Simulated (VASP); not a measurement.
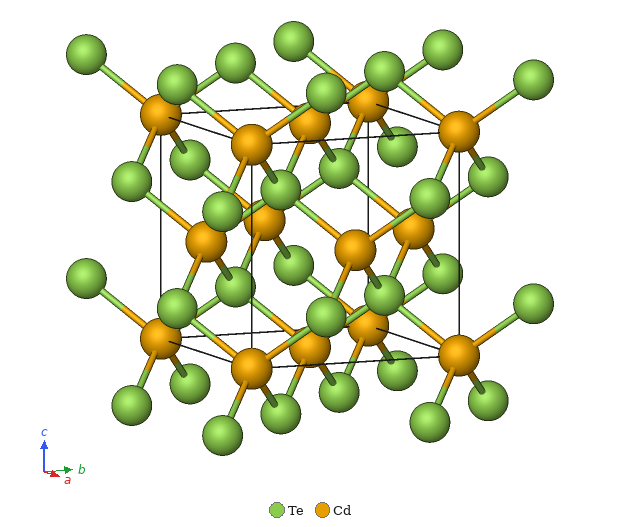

System CdTe (space group F-43m, No. 216); source of the atomic positions: coordinates from a relaxation with VASP Kohn-Sham DFT of a periodic cell, LDA, VASP PAW LDA potentials, recommended in VASP.

Bonds are taken as Cd–Te below 3.1 Å. Simplification: prune 0- and 1-connected atoms, fold 2-connected ones into links.

> What kind of net remains, and which atoms are its nodes?

A uninodal 4-connected, three-periodic net: Te and Cd are 4-connected nodes.

> Name the underlying net.

It is the dia net, known from diamond, zinc blende and cristobalite.

> Is the net interpenetrated?

It is a single net, without interpenetration.

> How many nodes does the smallest cycle have?

Six.

> Give the first five terms of the coordination sequence (nodes one, two, three … edges away).

Te and Cd: 4, 12, 24, 42, 64.

The simplified net, drawn on the atoms' positions. Nodes are coloured by element. Edges to nodes outside the piece are drawn as stubs.

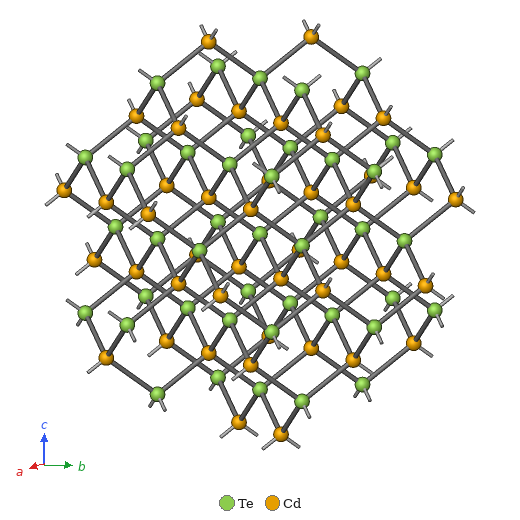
